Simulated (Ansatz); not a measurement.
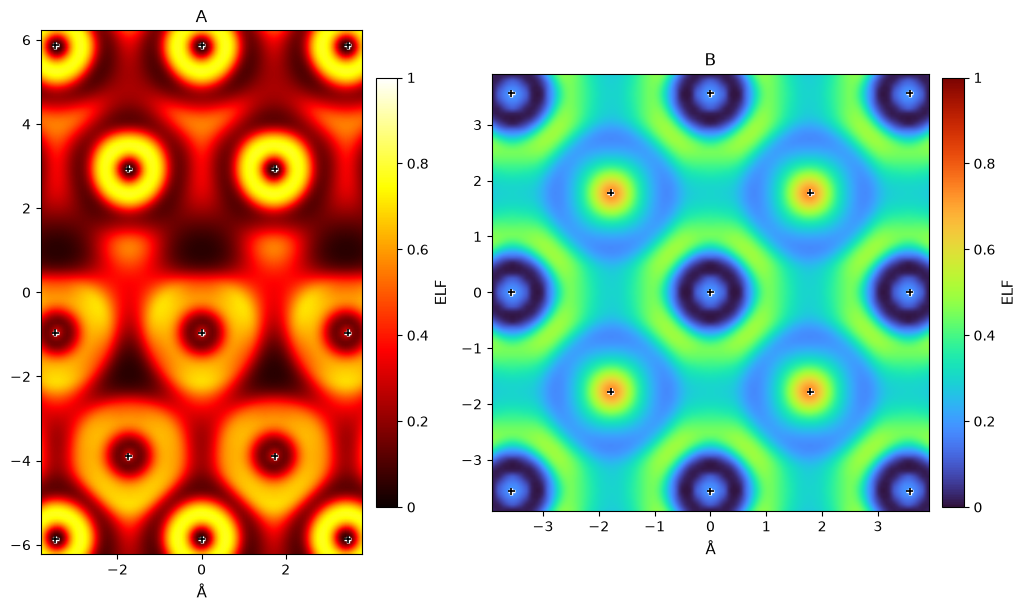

The electron localisation function of 2 systems, each on a plane through atoms (crosses mark nuclei in the plane).

These are results of DFT PBE, scalar-relativistic, plane waves, PAW (Ansatz), not measurements.

System 1: AlNi3, the (110) plane of the conventional cell. Space group Cmmm; a structure from a database of computed crystals, not necessarily the ambient phase; changed on purpose from its base cell (strain +0.0250 x Voigt [0, 0, 0, 0, 1, 0], atoms carried along); spin-polarised.

System 2: NbAs, the (010) plane of the conventional cell. Space group I4₁md.

```xyz
8
Lattice="3.4735 0.0000 0.0000 0.0000 3.4735 0.0000 0.0000 0.0000 11.7492" Properties=species:S:1:pos:R:3 pbc="T T T"
Nb    1.7367    1.7367    2.9244
Nb    0.0000    0.0000    8.7989
Nb    1.7367    0.0000    5.8617
Nb    0.0000    1.7367   11.7362
As    0.0000    0.0000    1.9633
As    1.7367    1.7367    7.8379
As    0.0000    1.7367    4.9006
As    1.7367    0.0000   10.7752
```

### Which map belongs to which system?

Panel A is system 2, NbAs: the plane holds Nb and As. Nb–As (2.63 Å): the ELF is about 0.40 at the midpoint. Panel B is system 1, AlNi3: the plane holds Al and Ni.
